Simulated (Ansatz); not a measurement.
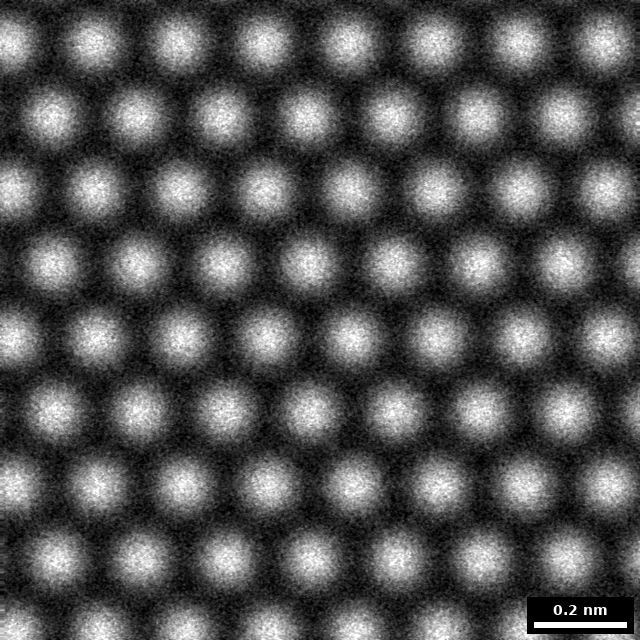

Dark-field STEM-like image of Co (Pm-3m, No. 221). The image is simulated as a sum over atoms of Z^1.7, blurred by a 1.09 Å probe (no channelling). The probe carries 15 % of its weight in a tail 2.5 times as wide. Shot noise and a slight drift were added. Model: coordinates from a relaxation with DFT, PBE, plane waves (420 eV) with PAW, scalar-relativistic in Ansatz; the starting structure was generated, so it need not be a known form of this composition.

```xyz
1
Lattice="2.2821 0.0000 0.0000 0.0000 2.2821 0.0000 0.0000 0.0000 2.2821" Properties=species:S:1:pos:R:3 pbc="T T T"
Co    0.0000    0.0000    0.0000
```

Question: Which beam direction gives this image, [110], [001], [111] or [211]? (Directions equivalent by symmetry count as one.)

Answer: [111]. The projected cells are 1.61 × 2.28 Å, 90° for [110]; 2.28 × 2.28 Å, 90° for [001]; 1.86 × 1.86 Å, 120° for [111]; 1.32 × 1.61 Å, 90° for [211], and the image repeats as the [111] one does.
